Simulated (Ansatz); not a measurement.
## Geometry relaxation, with input and output: Bi4Se3 (part 2 of 2)

The same run, continued: Bi4Se3 (7 atoms in the cell); DFT PBEsol, scalar-relativistic, plane waves, PAW (Ansatz 0.2.0); cutoff 420 eV, 12×12×12 k-mesh, Gaussian smearing of 0.1 eV. The structure derives from an entry of the Crystallography Open Database. The run did not end well.

Geometry of the input (Å; fractional positions):
```
2.1350  1.2326  13.3333
-2.1350  1.2326  13.3333
0.0000  -2.4653  13.3333
Bi 0.1445  0.1445  0.1445
Bi 0.8555  0.8555  0.8555
Bi 0.2870  0.2870  0.2870
Bi 0.7130  0.7130  0.7130
Se 0.4170  0.4170  0.4170
Se 0.5830  0.5830  0.5830
Se 0.0000  0.0000  0.0000
```

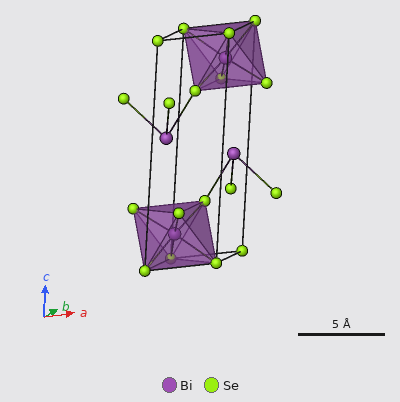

**Figure 1.** The geometry at step 2 of the log (polyhedral view of the reduced cell, seen slightly off an axis; polyhedra are completed across the faces of the cell).

Log, continued:
```
SCF iter   1: F=—  HF=-65242.511739 eV  |F-HF|=—  |Δ(HF+E_count)|=         —  Δρ=5.19e-4  dr2=1.47e-3  ethr=1.38e-6  ⟨swp⟩=2.8  Hψ=53820  notcnv=0
preconditioner: auto → LDOS  [metal: Δε(μ)=0.027 eV  Ē_g=9.005 eV  σ=0.100 eV  W_gap=0.15  n_scr=58 (ndim 8)  ℏωp=15.9 eV  f_vac=0.011  D(μ)=0.61/eV (n_scr^D=2)  β→1.0]
SCF iter   2: F=—  HF=-65242.512509 eV  |F-HF|=—  |Δ(HF+E_count)|=   7.70e-4  Δρ=6.24e-4  dr2=1.12e-2  ethr=1.36e-6  ⟨swp⟩=2.0  Hψ=22503  notcnv=0  recentre
SCF iter   3: F=—  HF=-65242.511594 eV  |F-HF|=—  |Δ(HF+E_count)|=   9.14e-4  Δρ=2.52e-4  dr2=7.15e-4  ethr=1.36e-6  ⟨swp⟩=2.0  Hψ=21732  notcnv=0
SCF iter   4: F=—  HF=-65242.511530 eV  |F-HF|=—  |Δ(HF+E_count)|=   6.42e-5  Δρ=5.80e-5  dr2=9.93e-6  ethr=6.62e-7  ⟨swp⟩=1.3  Hψ=12535  notcnv=0
SCF iter   5: F=—  HF=-65242.511287 eV  |F-HF|=—  |Δ(HF+E_count)|=   2.43e-4  Δρ=1.49e-5  dr2=2.33e-7  ethr=9.19e-9  ⟨swp⟩=2.5  Hψ=19039  notcnv=0
SCF iter   6: F=-65242.511288 eV  HF=-65242.511288 eV  |F-HF|=4.33e-9  |Δ(HF+E_count)|=   2.90e-7  Δρ=4.98e-6  dr2=3.47e-8  ethr=8.31e-11  ⟨swp⟩=6.3  Hψ=53519  notcnv=0
SCF 4 converged in 6 iterations: F = -65242.511288 eV  dr2 = 3.47e-8
relax step   4: F+E_penalty+E_count = -65242.51128764 eV  Δ(F+E_penalty+E_count) = -9.731e-4 eV  max|allowed force component| = 3.506e-2 eV/Å  Δτ_max = 0.0113 Å  P = -0.109 GPa  Ω = 208.020 Å³  energy of the carried Pulay correction = +3.702e-4 eV  (6 SCF iters, dr2 threshold 8.98e-8 eV, accepted)
Crystal: 7 atoms, lattice volume = 206.860 Å³
Basis set: ecut = 420 eV, 4045 PW (Γ), FFT grids on a1−a3, a2−a3, a3, exchange–correlation on 60×60×192 points (8 copies of the dense FFT grid, shifted against one another)
iter 1 solved again at ethr=6.36e-7 eV; its pass at ethr=3.10e-3 eV (dr2=6.87e-4 eV) is discarded
SCF iter   1: F=—  HF=-65242.512465 eV  |F-HF|=—  |Δ(HF+E_count)|=         —  Δρ=5.57e-4  dr2=5.59e-4  ethr=6.36e-7  ⟨swp⟩=3.0  Hψ=58982  notcnv=0
preconditioner: auto → LDOS  [metal: Δε(μ)=0.029 eV  Ē_g=9.021 eV  σ=0.100 eV  W_gap=0.16  n_scr=58 (ndim 8)  ℏωp=15.9 eV  f_vac=0.010  D(μ)=0.59/eV (n_scr^D=2)  β→1.0]
SCF iter   2: F=—  HF=-65242.512634 eV  |F-HF|=—  |Δ(HF+E_count)|=   1.69e-4  Δρ=4.39e-4  dr2=2.51e-3  ethr=5.18e-7  ⟨swp⟩=2.0  Hψ=22508  notcnv=0  recentre
SCF iter   3: F=—  HF=-65242.512358 eV  |F-HF|=—  |Δ(HF+E_count)|=   2.77e-4  Δρ=2.02e-4  dr2=5.14e-4  ethr=5.18e-7  ⟨swp⟩=2.0  Hψ=22500  notcnv=0
SCF iter   4: F=—  HF=-65242.512315 eV  |F-HF|=—  |Δ(HF+E_count)|=   4.25e-5  Δρ=5.96e-5  dr2=2.06e-5  ethr=4.76e-7  ⟨swp⟩=1.4  Hψ=12655  notcnv=0
SCF iter   5: F=—  HF=-65242.512067 eV  |F-HF|=—  |Δ(HF+E_count)|=   2.48e-4  Δρ=1.65e-5  dr2=3.54e-7  ethr=1.91e-8  ⟨swp⟩=1.9  Hψ=13757  notcnv=0
SCF iter   6: F=-65242.512067 eV  HF=-65242.512067 eV  |F-HF|=2.34e-8  |Δ(HF+E_count)|=   2.84e-7  Δρ=5.56e-6  dr2=6.31e-8  ethr=7.11e-11  ⟨swp⟩=6.3  Hψ=54725  notcnv=0
SCF 5 converged in 6 iterations: F = -65242.512067 eV  dr2 = 6.31e-8
relax step   5: F+E_penalty+E_count = -65242.51206713 eV  Δ(F+E_penalty+E_count) = -7.795e-4 eV  max|allowed force component| = 4.842e-3 eV/Å  Δτ_max = 0.0117 Å  P = +0.064 GPa  Ω = 206.860 Å³  energy of the carried Pulay correction = +5.424e-4 eV  (6 SCF iters, dr2 threshold 7.68e-8 eV, accepted)
Crystal: 7 atoms, lattice volume = 207.136 Å³
Basis set: ecut = 420 eV, 4047 PW (Γ), FFT grids on a1−a3, a2−a3, a3, exchange–correlation on 60×60×192 points (8 copies of the dense FFT grid, shifted against one another)
iter 1 solved again at ethr=4.09e-8 eV; its pass at ethr=3.10e-3 eV (dr2=4.41e-5 eV) is discarded
SCF iter   1: F=—  HF=-65242.512332 eV  |F-HF|=—  |Δ(HF+E_count)|=         —  Δρ=6.59e-5  dr2=3.75e-5  ethr=4.09e-8  ⟨swp⟩=3.0  Hψ=54175  notcnv=0
preconditioner: auto → LDOS  [metal: Δε(μ)=0.028 eV  Ē_g=9.017 eV  σ=0.100 eV  W_gap=0.16  n_scr=58 (ndim 8)  ℏωp=15.9 eV  f_vac=0.011  D(μ)=0.59/eV (n_scr^D=2)  β→1.0]
SCF iter   2: F=—  HF=-65242.512349 eV  |F-HF|=—  |Δ(HF+E_count)|=   1.75e-5  Δρ=7.63e-5  dr2=2.02e-4  ethr=3.47e-8  ⟨swp⟩=2.0  Hψ=19645  notcnv=0
SCF iter   3: F=—  HF=-65242.512336 eV  |F-HF|=—  |Δ(HF+E_count)|=   1.36e-5  Δρ=5.35e-5  dr2=5.23e-5  ethr=3.47e-8  ⟨swp⟩=2.0  Hψ=19416  notcnv=0
SCF iter   4: F=—  HF=-65242.512333 eV  |F-HF|=—  |Δ(HF+E_count)|=   2.32e-6  Δρ=7.87e-6  dr2=1.35e-6  ethr=3.47e-8  ⟨swp⟩=1.3  Hψ=12534  notcnv=0
SCF iter   5: F=—  HF=-65242.512083 eV  |F-HF|=—  |Δ(HF+E_count)|=   2.50e-4  Δρ=1.70e-6  dr2=3.34e-8  ethr=1.25e-9  ⟨swp⟩=1.6  Hψ=12593  notcnv=0
```

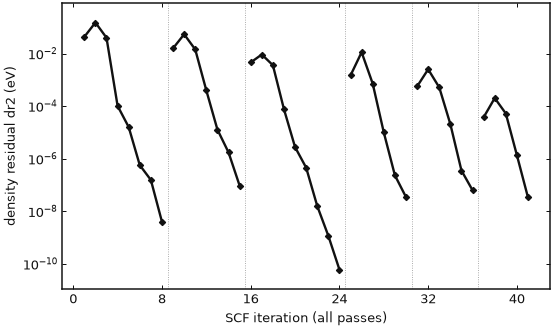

**Figure 2.** Convergence of the self-consistent field: density residual dr2 against the SCF iteration. Dotted lines part the SCF passes that the log prints in full.

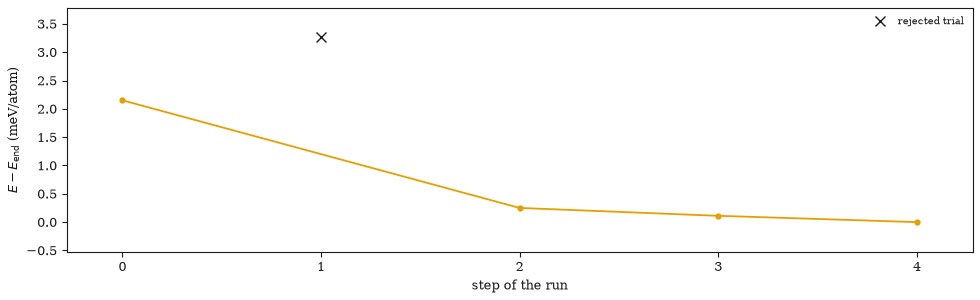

**Figure 3.** Progress of the relaxation, step by step (the first geometry is step 0 here and step 1 in the log).

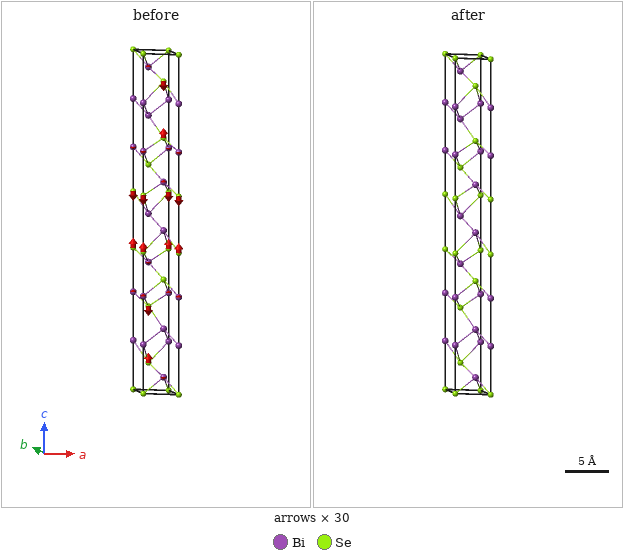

**Figure 4.** Before (left) and after (right) the relaxation, at one scale (ball-and-stick view of the cell 3 times as large as that of the calculation, set on its symmetry axes, seen slightly off an axis). The red arrows give the displacements (without the part carried along by the change of the cell), magnified 30 times. The run was cut off at its time limit before the relaxation converged, so the last structure is only a point on the way. The largest moves relative to the cell, 0.039 Å, are those of Se5 and Se6. By element the largest moves are Se 0.039 Å, Bi 0.009 Å. Cell: a = b 4.270 → 4.261 Å (−0.2 %), c 40.000 → 39.472 Å (−1.3 %). Volume −1.7 %. Distances before and after: Bi1–Se5 3.464 → 3.410 Å, Bi3–Se7 3.084 → 3.060 Å, Bi1–Bi2 3.037 → 3.019 Å, Bi3–Se6 2.882 → 2.892 Å. The space group stays R-3m (No. 166). After 4 geometry steps the energy has fallen by 2.2 meV per atom. The largest force component goes from 0.22 to 0.0048 eV/Å. Pressure: −0.56 GPa at the start and 0.06 GPa at the end. The line search rejected the trial step at point 1 (counted from 0) and went back. (Atoms are counted from 1 in the order of the input.)

Trajectory as extended XYZ (Å, eV, eV/Å), 5 frames, from step=1 to step=5:
```
7
Lattice="2.1350 1.2326 13.3333 -2.1350 1.2326 13.3333 0.0000 -2.4653 13.3333" Properties=species:S:1:pos:R:3:forces:R:3 step=1 energy=-65242.49701 pressure_GPa=-0.56
Bi    0.0000    0.0000    5.7800    0.0000   0.0000   0.1487
Bi    0.0000    0.0000   34.2200    0.0000   0.0000  -0.1487
Bi    0.0000    0.0000   11.4800    0.0000   0.0000   0.2229
Bi    0.0000    0.0000   28.5200    0.0000   0.0000  -0.2229
Se    0.0000    0.0000   16.6800    0.0000   0.0000   0.1483
Se    0.0000    0.0000   23.3200    0.0000   0.0000  -0.1483
Se    0.0000    0.0000    0.0000    0.0000   0.0000   0.0000
7
Lattice="2.1218 1.2250 13.2420 -2.1218 1.2250 13.2420 0.0000 -2.4501 13.2420" Properties=species:S:1:pos:R:3:forces:R:3 step=2 energy=-65242.48920 pressure_GPa=0.46 accepted=F
Bi    0.0000    0.0000    5.7710    0.0000   0.0000  -0.3874
Bi    0.0000    0.0000   33.9550    0.0000   0.0000   0.3874
Bi    0.0000    0.0000   11.4455    0.0000   0.0000  -0.3048
Bi    0.0000    0.0000   28.2805    0.0000   0.0000   0.3048
Se    0.0000    0.0000   16.5997    0.0000   0.0000  -0.1461
Se    0.0000    0.0000   23.1263    0.0000   0.0000   0.1461
Se    0.0000    0.0000    0.0000    0.0000   0.0000   0.0000
7
Lattice="2.1292 1.2293 13.2612 -2.1292 1.2293 13.2612 0.0000 -2.4586 13.2612" Properties=species:S:1:pos:R:3:forces:R:3 step=3 energy=-65242.51031 pressure_GPa=-0.07
Bi    0.0000    0.0000    5.7569    0.0000   0.0000  -0.0379
Bi    0.0000    0.0000   34.0267    0.0000   0.0000   0.0379
Bi    0.0000    0.0000   11.4366    0.0000   0.0000   0.0029
Bi    0.0000    0.0000   28.3470    0.0000   0.0000  -0.0029
Se    0.0000    0.0000   16.6061    0.0000   0.0000   0.0335
Se    0.0000    0.0000   23.1774    0.0000   0.0000  -0.0335
Se    0.0000    0.0000    0.0000    0.0000   0.0000   0.0000
7
Lattice="2.1311 1.2304 13.2220 -2.1311 1.2304 13.2220 0.0000 -2.4608 13.2220" Properties=species:S:1:pos:R:3:forces:R:3 step=4 energy=-65242.51129 pressure_GPa=-0.11
Bi    0.0000    0.0000    5.7382    0.0000   0.0000  -0.0351
Bi    0.0000    0.0000   33.9279    0.0000   0.0000   0.0351
Bi    0.0000    0.0000   11.3982    0.0000   0.0000  -0.0071
Bi    0.0000    0.0000   28.2679    0.0000   0.0000   0.0071
Se    0.0000    0.0000   16.5683    0.0000   0.0000   0.0052
Se    0.0000    0.0000   23.0978    0.0000   0.0000  -0.0052
Se    0.0000    0.0000    0.0000    0.0000   0.0000   0.0000
7
Lattice="2.1304 1.2300 13.1572 -2.1304 1.2300 13.1572 0.0000 -2.4600 13.1572" Properties=species:S:1:pos:R:3:forces:R:3 step=5 energy=-65242.51207 pressure_GPa=0.06
Bi    0.0000    0.0000    5.7031    0.0000   0.0000  -0.0014
Bi    0.0000    0.0000   33.7684    0.0000   0.0000   0.0014
Bi    0.0000    0.0000   11.3369    0.0000   0.0000   0.0019
Bi    0.0000    0.0000   28.1346    0.0000   0.0000  -0.0019
Se    0.0000    0.0000   16.4985    0.0000   0.0000   0.0048
Se    0.0000    0.0000   22.9730    0.0000   0.0000  -0.0048
Se    0.0000    0.0000    0.0000    0.0000   0.0000   0.0000
```
